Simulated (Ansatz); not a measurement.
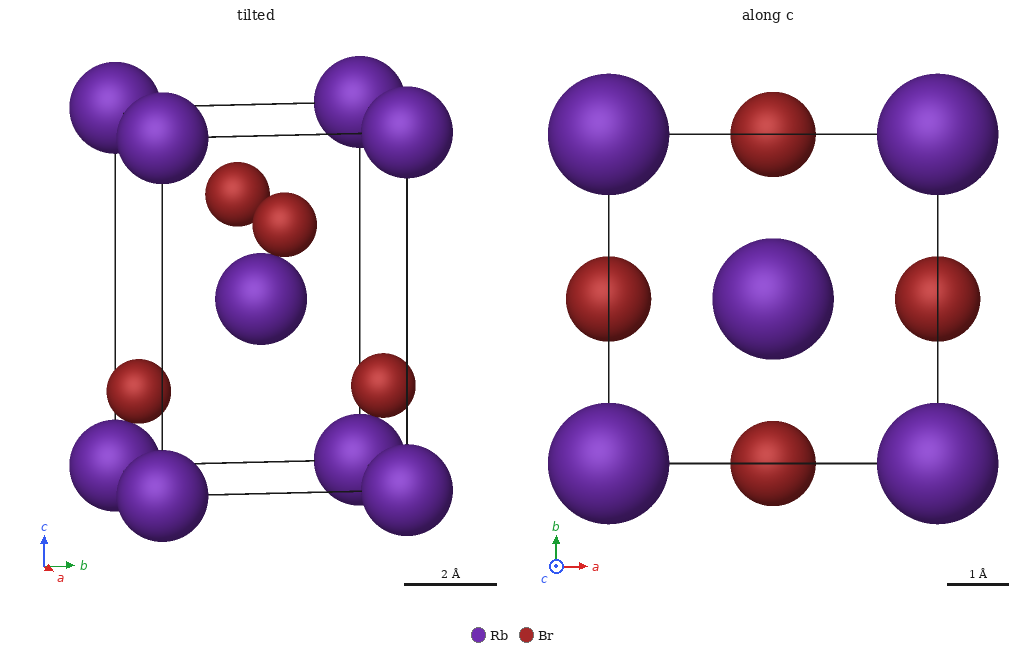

Spheres-only model, viewed slightly off an axis and along the c axis. The parallelepiped is the conventional unit cell.

RbBr, space group I-4m2 (No. 119), a = 5.472 Å, b = 5.472 Å, c = 7.923 Å, α = 90.00°, β = 90.00°, γ = 90.00°. Its origin is a structure type filled with these elements by a generator (whether the compound takes this form wasn't checked). The cell was then strained or its atoms displaced on purpose. Ansatz was used for an electronic-structure calculation on it.

This one geometry was computed with Ansatz (DFT, plane waves, PAW) at three levels of theory: HSE06, PBE and r2SCAN. It was relaxed with r2SCAN and then strained.

### How does the band gap change with the level of theory?

PBE: a gap of 4.03 eV, indirect; r2SCAN: a gap of 4.61 eV, indirect; HSE06: a gap of 5.13 eV, indirect.

### Collect the results in a table.

| level | cutoff (eV) | k-mesh of the run's cell | gap (eV) | pressure (GPa) |
| --- | --- | --- | --- | --- |
| HSE06 | 420 | 4×4×4 | 5.13 | -0.1 |
| PBE | 420 | 6×6×6 | 4.03 | 0.0 |
| r2SCAN | 500 | 6×6×6 | 4.61 | -0.2 |

Gaps are taken on the k-mesh or band path of each run.
